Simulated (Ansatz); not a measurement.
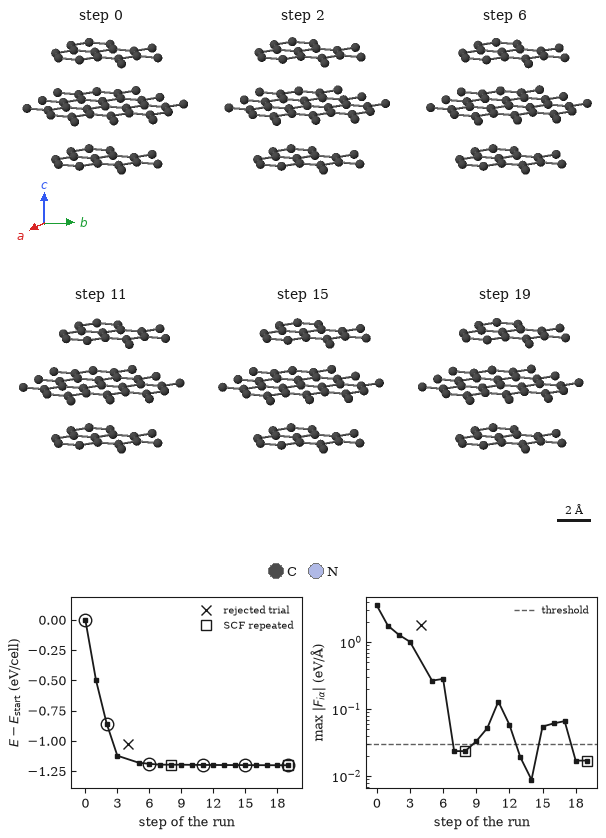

Frames of a constrained relaxation of a slab of composition C$_{10}$N (cut from the Fmmm phase), marked on the history of the run. A ball-and-stick model of the atoms within 5.0 Å of the atom that moves most (axes of the 3 × 3 repeat of the cell, outlined in the plane, without the vacuum), seen slightly off an axis.

Case: N put at a bridge C-C site. The slab is the (0 0 1) face of C with N on it. 4 atoms are held fixed.

Level of theory: DFT PBE+D3(BJ), scalar-relativistic, plane waves, PAW in Ansatz.

Input file:
```yaml
crystal:
  lattice:
    - [2.4655379968, 0.0, 0.0]
    - [-1.2327689984, 2.1341461181, 0.0]
    - [0.0, 0.0, 32.5979680033]
  atoms:
    - { symbol: C, position: [0.0833101796, 0.1666203592, 0.2607524494] }
    - { symbol: C, position: [0.4166898204, 0.8333796408, 0.2607524494] }
    - { symbol: C, position: [0.5833101796, 0.1666203592, 0.3650391026] }
    - { symbol: C, position: [0.9166898204, 0.8333796408, 0.3650391026] }
    - { symbol: C, position: [0.0833101796, 0.1666203592, 0.4693232413] }
    - { symbol: C, position: [0.4166898204, 0.8333796408, 0.4693232413] }
    - { symbol: C, position: [0.5833101796, 0.1666203592, 0.5736098945] }
    - { symbol: C, position: [0.9166898204, 0.8333796408, 0.5736098945] }
    - { symbol: C, position: [0.0833101796, 0.1666203592, 0.6778940332] }
    - { symbol: C, position: [0.4166898204, 0.8333796408, 0.6778940332] }
    - { symbol: "N", position: [0.0833101796, 0.6666203592, 0.7177738195] }
basis:
  ecutwfc: 420
kpoints:
  mp_grid: { grid: [12, 12, 1] }
hamiltonian:
  xc: pbe
  dispersion: d3bj
scf:
  occupations: { method: gaussian, width: 0.1 }
output:
  forces: true
  eigenvalues: true
  write_density: true
  write_potential: true
  elf: true
  volumetric_format: npy
relax:
  adjacent_minimum: "off"
  f_tol: 0.03
  max_steps: 70
  constraints: [{ sites: [0, 1, 2, 3] }]
efield:
  axis: 3
  dipole_correction: true
  ramp_width: 0.04
```

Command:
```bash
ansatz run input.yaml --threads 1 --pin off --max-ram 2560MiB --backend cpu --events-out ev --progress --plain --runs-dir out
```

**Describe the path.**

After 16 accepted moves (19 points after the start) the energy has fallen by 1.200 eV per cell of the calculation. Largest force component: 3.5 eV/Å at the start, 0.017 eV/Å at the end. The line search rejected the trial step at point 4 of the run. 2 steps only repeated the SCF at the same geometry. The forces were under the threshold at step 7, but the run went on from there. The largest moves, 0.60 Å, are those of C5 and C6. C5 goes within the plane. By element the largest moves are C 0.60 Å, N 0.54 Å. The lattice vectors keep their values. The run may lie on a higher electronic state than the lowest, so the end point isn't shown to be the ground-state structure. Cost: 12 min on 1 thread of Intel(R) Xeon(R) Platinum 8488C (Sapphire Rapids), with other jobs on the host, peak memory 0.73 GiB. From step 0 to 2: N11 moves most (0.24 Å), energy −0.856 eV per cell of the calculation. From step 2 to 6: N11 moves most (0.27 Å), energy −0.333 eV per cell of the calculation. From step 6 to 11: C atoms move most (0.33 Å), energy −9.0 meV per cell of the calculation. From step 11 to 15: C atoms move most (0.18 Å), energy −1.6 meV per cell of the calculation. From step 15 to 19: C atoms move most (0.18 Å), energy −0.9 meV per cell of the calculation.

Limits of the set-up: the cell has an odd number of electrons but was run without spin polarisation; the periodic images lie only 2.5 Å apart, so the values are limited by the cell's size.
